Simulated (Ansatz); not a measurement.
Given this structure:

```yaml
crystal:
  lattice:
    - [2.75705, 0.00000, 0.00000]
    - [-0.91902, 2.59937, 0.00000]
    - [0.00000, 0.00000, 24.00448]
  atoms:
    - { symbol: W, position: [0.50000, 0.50000, 0.31244] }
    - { symbol: W, position: [0.00000, 0.00000, 0.40622] }
    - { symbol: W, position: [0.50000, 0.50000, 0.50000] }
    - { symbol: W, position: [0.00000, 0.00000, 0.59378] }
    - { symbol: W, position: [0.50000, 0.50000, 0.68756] }
```

Q: Work out the structure from the coordinates.

A: The element is tungsten. The cell holds five atoms. W takes three kinds of site: two a cell with six W at 2.76 Å; two a cell with eight W in a cubic arrangement at 2.76 Å; one a cell with eight W in a cubic arrangement at 2.76 Å. Not all metal-metal contacts are counted. The bonds build W layers parallel to (001).

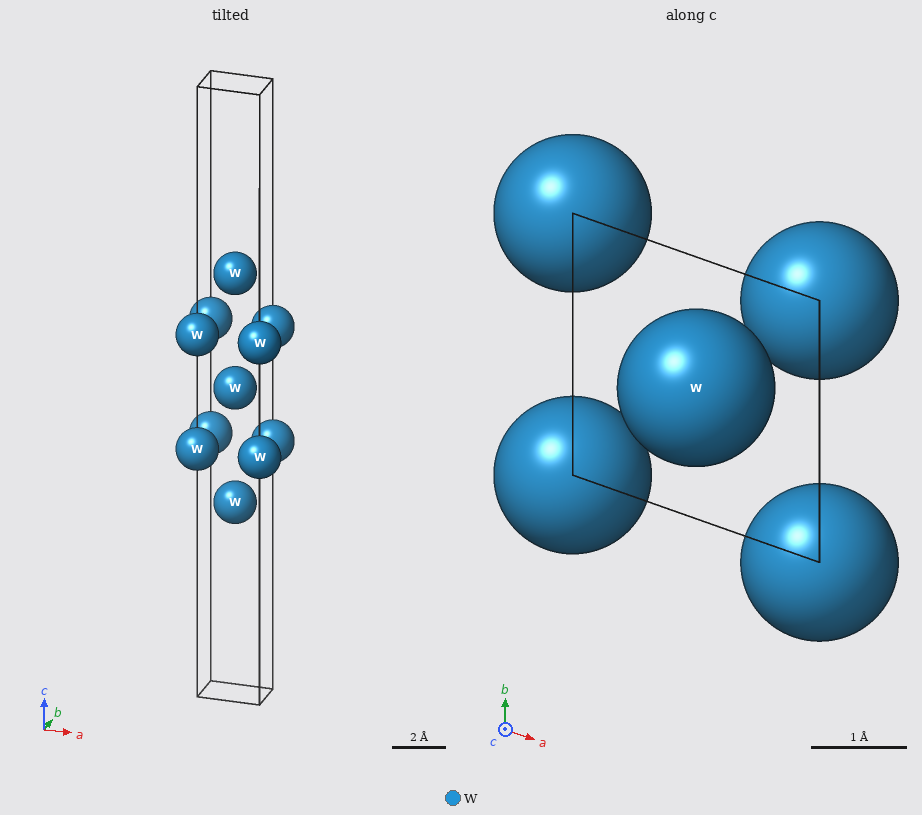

This spheres-only model is shown slightly off an axis and along the c axis. The lines enclose the simulation cell; boundary atoms appear with their images.

The structure comes from a structure listed in the Materials Project, from which a slab was cut. Earlier steps of the study may have refined or changed the cell and positions. Ansatz was used for an electronic-structure calculation on it.

At this level of theory the cell isn't at rest (forces up to 0.6 eV/Å), so its distances can differ from those at equilibrium, the more so the softer the solid.
